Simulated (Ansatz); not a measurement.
## Electronic structure of CuO in real space

```xyz
4
Lattice="3.1755 0.0000 0.0000 0.0000 3.1755 0.0000 0.0000 0.0000 4.6495" Properties=species:S:1:pos:R:3 pbc="T T T"
Cu    0.0000    0.0000    0.0000
Cu    1.5877    1.5877    0.0000
O     1.5877    0.0000    1.2414
O     0.0000    1.5877    3.4081
```

Space group P4/nmm; a generated structure, not necessarily the stable one; not relaxed (largest force 0.9 eV/Å); computed pressure about 17 GPa in this cell.

Method: Kohn-Sham DFT of a periodic cell, PBE, Ansatz PAW (Ansatz 0.2.0).

Core electrons are frozen (PAW), and the valence fields are smoothed inside the atomic spheres.

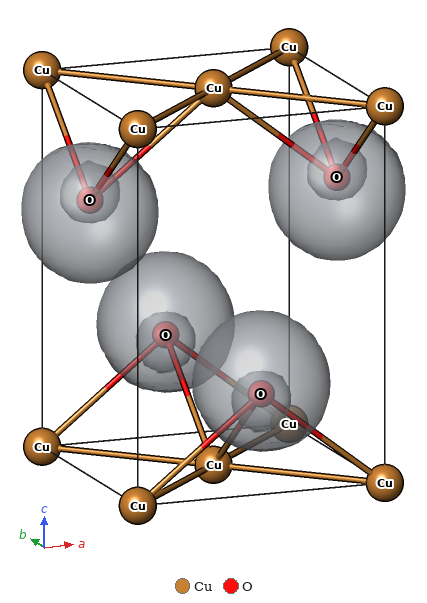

Figure 1. Isosurface of the ELF at 0.7 (grey), seen slightly off an axis. Only the valence region is drawn (cores and ρ < 0.01 e/Å³ removed). Sticks mark near contacts.

### What do the ELF domains correspond to?

At this value the surface marks out two regions wrapped around O (the valence shell of each), counted in one cell of 4 atoms. Regions shared between cells count once. Profiles from the grid: Cu–O (2.02 Å): the ELF peaks at about 0.80 in the valence shell of O, 0.6 Å from its nucleus, and is about 0.20 at the midpoint; no shared electron pair shows on this line. Cu–Cu (2.25 Å): the ELF is about 0.15 at the midpoint: no localised pair shows between them.

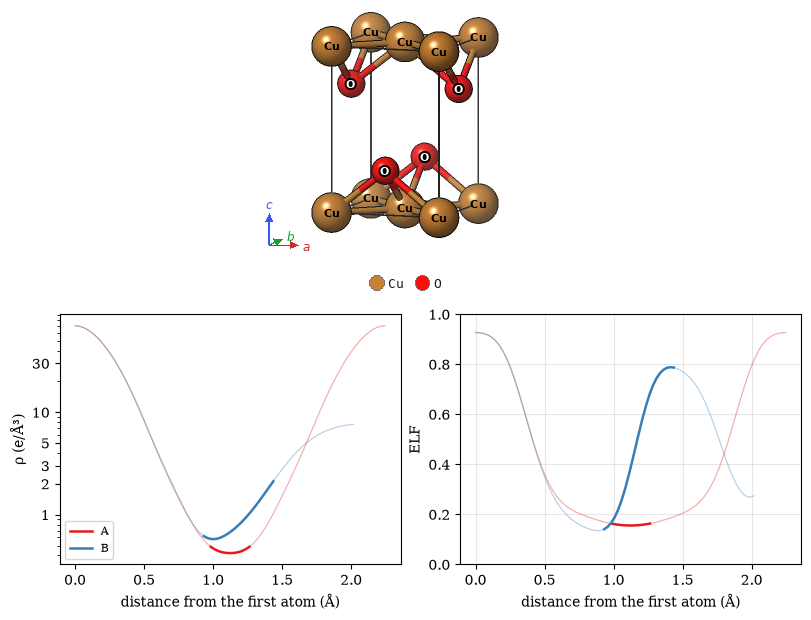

Figure 2. Valence electron density and electron localisation function along straight lines between neighbouring atoms. Thin, pale parts lie inside the atomic spheres. The structure is drawn too.

### Which curve belongs to which contact (Cu–Cu and Cu–O)? The first atom named is at distance zero.

Curve A: Cu–Cu (2.25 Å): the density is about 0.42 e/Å³ at the midpoint; the ELF is about 0.15 at the midpoint; no shared electron pair shows on this line. Curve B: Cu–O (2.02 Å): ρ is about 0.58 e/Å³ halfway; the ELF peaks at about 0.80 in the valence shell of O, 0.6 Å from its nucleus, and is about 0.20 at the midpoint (no localised pair shows between them).

### Metal or insulator at this level of theory?

It is metallic or semimetallic at this level of theory: no gap opens; semilocal functionals without U, or without the true magnetic order, often close the gap of such compounds.
